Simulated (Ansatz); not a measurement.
Input structure:

```
Al Ru
1.0
     3.05125    0.00000    0.00000
     0.00000    3.05125    0.00000
     0.00000    0.00000   14.13182
Al Ru
6 4
Direct
  0.00000 0.00000 0.00000
  0.50000 0.50000 0.30628
  0.00000 0.00000 0.19372
  0.50000 0.50000 0.50000
  0.00000 0.00000 0.80628
  0.50000 0.50000 0.69372
  0.50000 0.50000 0.10573
  0.00000 0.00000 0.39427
  0.00000 0.00000 0.60573
  0.50000 0.50000 0.89427
```

Interpret the file: composition, symmetry and coordination.

It has the composition Al3Ru2. Space group: I4/mmm (No. 139). Lattice: body-centred tetragonal. One cell contains 6 Al, 4 Ru, 10 atoms in all.

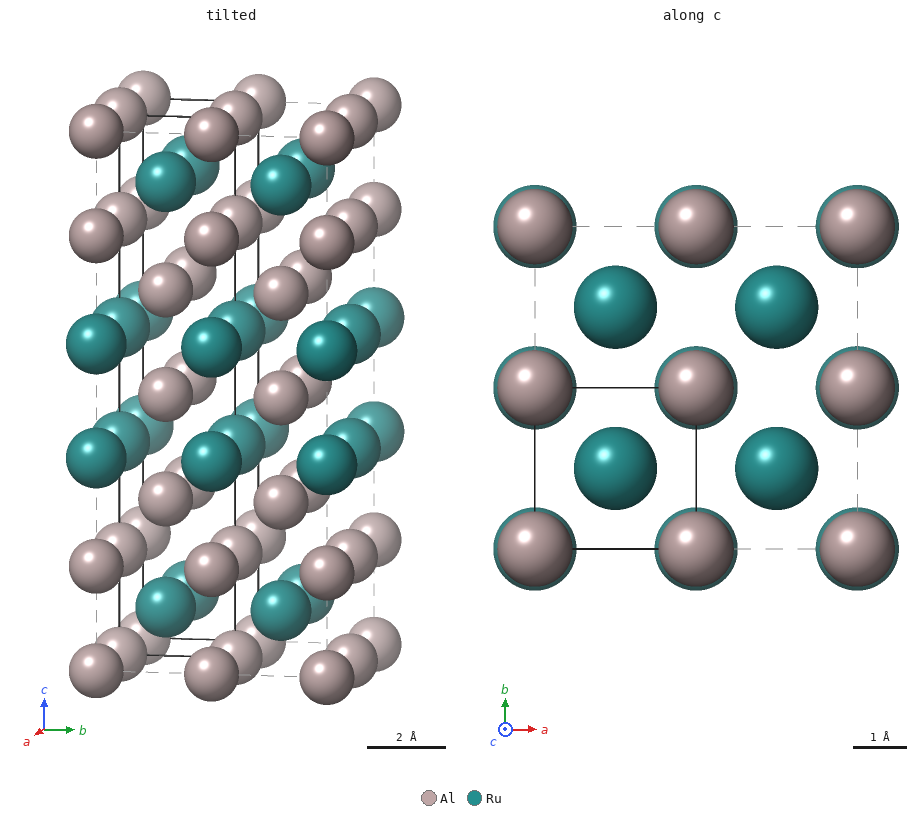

Shown here is a spheres-only view of the crystal, taken slightly off an axis and along the c axis. A 2×2×1 array of cells is drawn; the conventional unit cell has the solid edges. Colours: aluminium light grey, ruthenium teal.

The initial geometry was a structure listed in the Materials Project. It was relaxed with DFT LDA, scalar-relativistic, plane waves, PAW in Ansatz 0.2.0.
